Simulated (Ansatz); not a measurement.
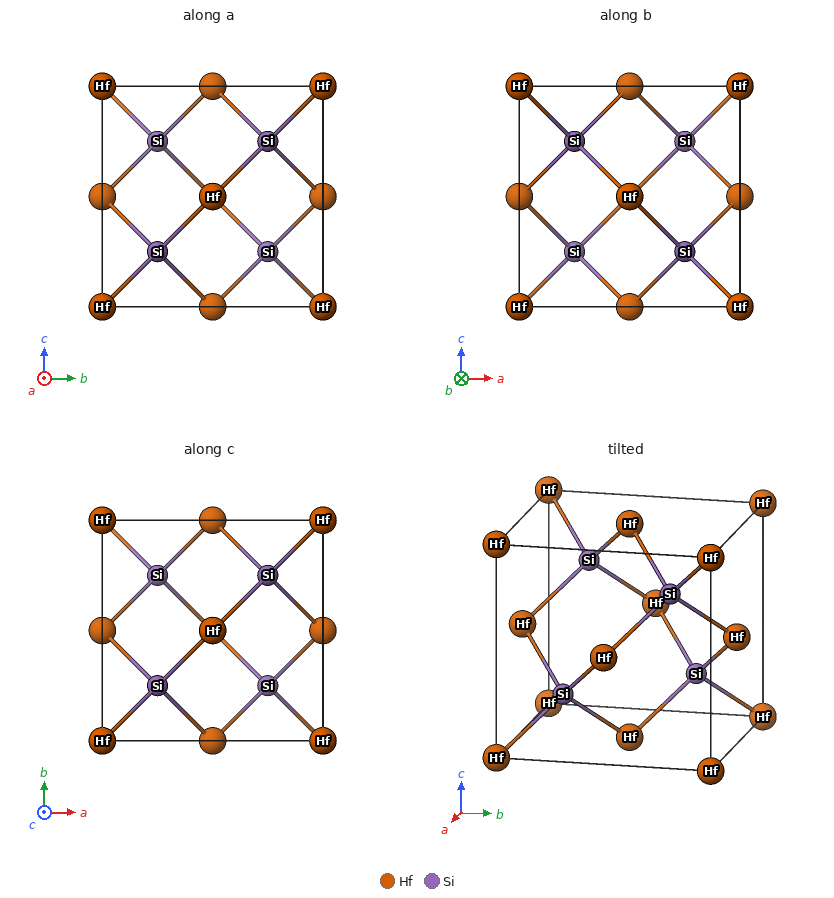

Figure: ball-and-stick view along the a axis, along the b axis, along the c axis and slightly off an axis. The edges of the conventional unit cell are marked.

Lattice parameters: a = 5.9843 Å, b = 5.9843 Å, c = 5.9843 Å, α = 90.000°, β = 90.000°, γ = 90.000°.

Q: Give the structure in the form of a CIF with its space group and independent sites.

A:
```cif
data_structure
_symmetry_space_group_name_H-M 'F -4 3 m'
_symmetry_Int_Tables_number 216
_cell_length_a 5.9843
_cell_length_b 5.9843
_cell_length_c 5.9843
_cell_angle_alpha 90.000
_cell_angle_beta 90.000
_cell_angle_gamma 90.000
_cell_volume 214.31
loop_
_atom_site_label
_atom_site_type_symbol
_atom_site_symmetry_multiplicity
_atom_site_Wyckoff_symbol
_atom_site_fract_x
_atom_site_fract_y
_atom_site_fract_z
_atom_site_occupancy
Hf1 Hf 4 a 0.0000 0.0000 0.0000 1
Si1 Si 4 d 0.2500 0.2500 0.7500 1
```

The structure comes from a structure type filled with these elements by a generator (whether the compound takes this form wasn't checked). Earlier steps of the study, as a rule a relaxation of our own, may have changed the cell and positions, so they can lie some per cent off the listed ones. It went into a calculation with Ansatz.
